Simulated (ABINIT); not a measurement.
**Dielectric calculation, with input and output: I (part 3 of 3)**

The same run, continued: I (4 atoms in the cell); Kohn-Sham DFT of a periodic cell, PBE, Ansatz NC PBE, no spin polarisation (ABINIT 10.8.3); cutoff 952.4 eV, 4×4×2 k-mesh, fixed occupations. The structure derives from an entry of the Crystallography Open Database. The settings are looser than a standard set-up, so the numbers are not reference values.

Geometry of the input (Å; fractional positions):
```
3.6350  -2.3950  0.0000
3.6350  2.3950  0.0000
0.0000  0.0000  9.7934
I  0.6493  0.3507  0.3844
I  0.1493  0.8507  0.1156
I  0.3507  0.6493  0.6156
I  0.8507  0.1493  0.8844
```

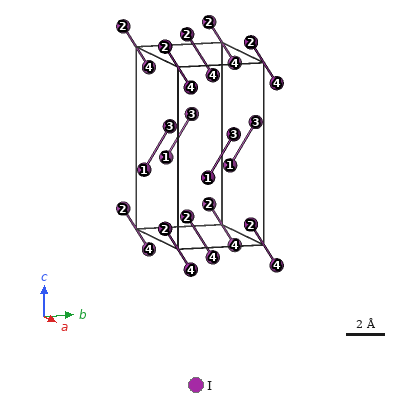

Fig. 1: The structure as given in the input (ball-and-stick view of the cell 2 times as large as that of the calculation, set on its symmetry axes, seen slightly off an axis; atoms are numbered from 1 in the order of the input). An atom can appear more than once, as a periodic image.

File anaddb.abo
```
.Version 10.8.3 of ANADDB
================================================================================

 -outvars_anaddb: echo values of input variables ----------------------

 Flags :
     dieflag         2
 Miscellaneous information :
         asr         2

================================================================================

 read the DDB information and perform some checks

  ==== Info on the Cryst% object ====
 Real(R)+Recip(G) space primitive vectors, cartesian coordinates (Bohr,Bohr^-1):
 R(1)=  6.8692206 -4.5259319  0.0000000  G(1)=  0.0727885 -0.1104745  0.0000000
 R(2)=  6.8692206  4.5259319  0.0000000  G(2)=  0.0727885  0.1104745  0.0000000
 R(3)=  0.0000000  0.0000000 18.5069194  G(3)=  0.0000000  0.0000000  0.0540338
 Unit cell volume ucvol=  1.1507463E+03 bohr^3
 Angles (23,13,12)=  9.00000000E+01  9.00000000E+01  6.67594760E+01 degrees
 Time-reversal symmetry is present
 Reduced atomic positions [iatom, xred, symbol]:
    1)    0.6493000  0.3507000  0.3844000   I
    2)    0.1493000  0.8507000  0.1156000   I
    3)    0.3507000  0.6493000  0.6156000   I
    4)    0.8507000  0.1493000  0.8844000   I

 DDB file with 3 blocks has been read.

================================================================================

 Dielectric Tensor and Effective Charges

 anaddb : Zero the imaginary part of the Dynamical Matrix at Gamma,
   and impose the ASR on the effective charges

 The violation of the charge neutrality conditions
 by the effective charges is as follows :
    atom        electric field
 displacement     direction
       1               1        0.003497        0.000000
       1               2        0.000000        0.000000
       1               3        0.000000        0.000000
       2               1        0.000000        0.000000
       2               2       -0.096497        0.000000
       2               3        0.000000        0.000000
       3               1        0.000000        0.000000
       3               2        0.000000        0.000000
       3               3       -0.367932        0.000000

 Effective charge tensors after
 imposition of the charge neutrality (if requested by user),
 and eventual restriction to some part :
   atom    displacement
         1         1    0.000000E+00    0.000000E+00   -5.153180E-17
         1         2    0.000000E+00    0.000000E+00    1.951248E+00
         1         3    0.000000E+00    1.166230E+00    0.000000E+00
         2         1    0.000000E+00    0.000000E+00    5.153180E-17
         2         2    0.000000E+00    0.000000E+00   -1.951248E+00
         2         3    0.000000E+00   -1.166230E+00    0.000000E+00
         3         1    0.000000E+00    0.000000E+00   -5.153180E-17
         3         2    0.000000E+00    0.000000E+00    1.951248E+00
         3         3    0.000000E+00    1.166230E+00    0.000000E+00
         4         1    0.000000E+00    0.000000E+00    5.153180E-17
         4         2    0.000000E+00    0.000000E+00   -1.951248E+00
         4         3    0.000000E+00   -1.166230E+00    0.000000E+00
 Now, the imaginary part of the dynamical matrix is zeroed

================================================================================

 anaddb : the run completed successfully.
```
